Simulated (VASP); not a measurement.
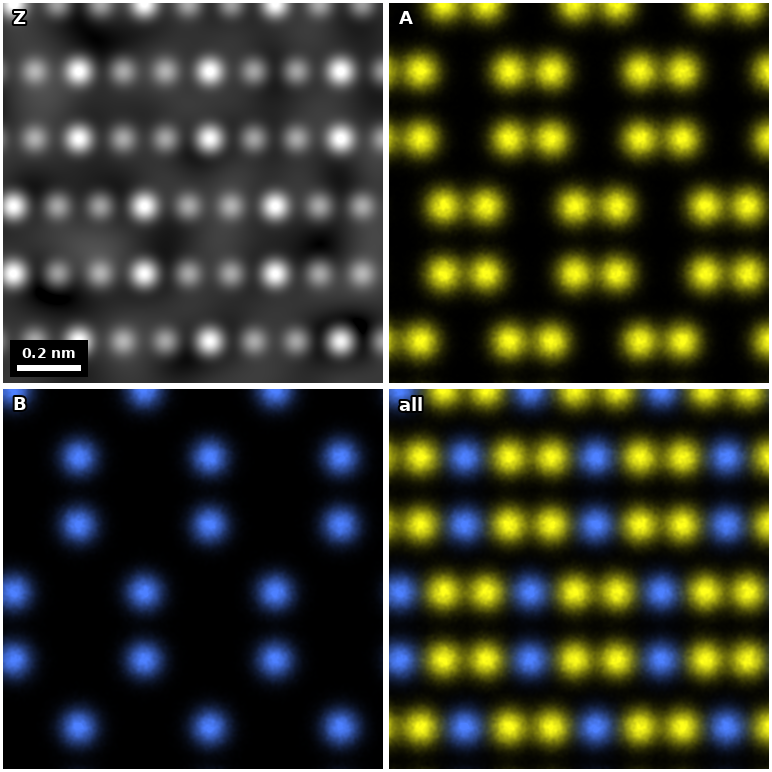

TiSi₂ (Fddd, No. 70) along [110]. Panel Z: Simulated incoherent Z contrast: every atom adds Z^1.7 spread by a probe of 0.63 Å full width; channelling and multiple scattering are left out. The display is stretched by a gamma of 0.65; percentages refer to the linear signal. The speckle of an amorphous layer was added. The other panels are simulated element maps (the number of atoms of one element along the beam, blurred by 0.9 Å, with counting noise; each on its own scale, no channelling); the last overlays them. Structure used: a cell listed in the Materials Project, as set up for an electronic-structure calculation.

```cif
data_structure
_symmetry_space_group_name_H-M 'P 1'
_symmetry_Int_Tables_number 1
_cell_length_a 4.7790
_cell_length_b 8.2350
_cell_length_c 8.5258
_cell_angle_alpha 90.000
_cell_angle_beta 90.000
_cell_angle_gamma 90.000
_cell_volume 335.54
loop_
_atom_site_label
_atom_site_type_symbol
_atom_site_fract_x
_atom_site_fract_y
_atom_site_fract_z
_atom_site_occupancy
Ti1 Ti 0.75000 0.25000 0.25000 1
Ti2 Ti 0.50000 0.00000 0.00000 1
Si1 Si 0.75000 0.91257 0.25000 1
Si2 Si 0.75000 0.58743 0.25000 1
Si3 Si 0.50000 0.66257 0.00000 1
Si4 Si 0.50000 0.33743 0.00000 1
Ti3 Ti 0.75000 0.75000 0.75000 1
Ti4 Ti 0.50000 0.50000 0.50000 1
Si5 Si 0.75000 0.41257 0.75000 1
Si6 Si 0.75000 0.08743 0.75000 1
Si7 Si 0.50000 0.16257 0.50000 1
Si8 Si 0.50000 0.83743 0.50000 1
Ti5 Ti 0.25000 0.25000 0.75000 1
Ti6 Ti 0.00000 0.00000 0.50000 1
Si9 Si 0.25000 0.91257 0.75000 1
Si10 Si 0.25000 0.58743 0.75000 1
Si11 Si 0.00000 0.66257 0.50000 1
Si12 Si 0.00000 0.33743 0.50000 1
Ti7 Ti 0.25000 0.75000 0.25000 1
Ti8 Ti 0.00000 0.50000 0.00000 1
Si13 Si 0.25000 0.41257 0.25000 1
Si14 Si 0.25000 0.08743 0.25000 1
Si15 Si 0.00000 0.16257 0.00000 1
Si16 Si 0.00000 0.83743 0.00000 1
```

Which element does each lettered map show?

Answer. A: Si, B: Ti. The projected cell (4.13 × 4.74 Å, 116°) holds 6 columns: 4 of Si and 2 of Ti. No column is shared by two of the mapped elements.
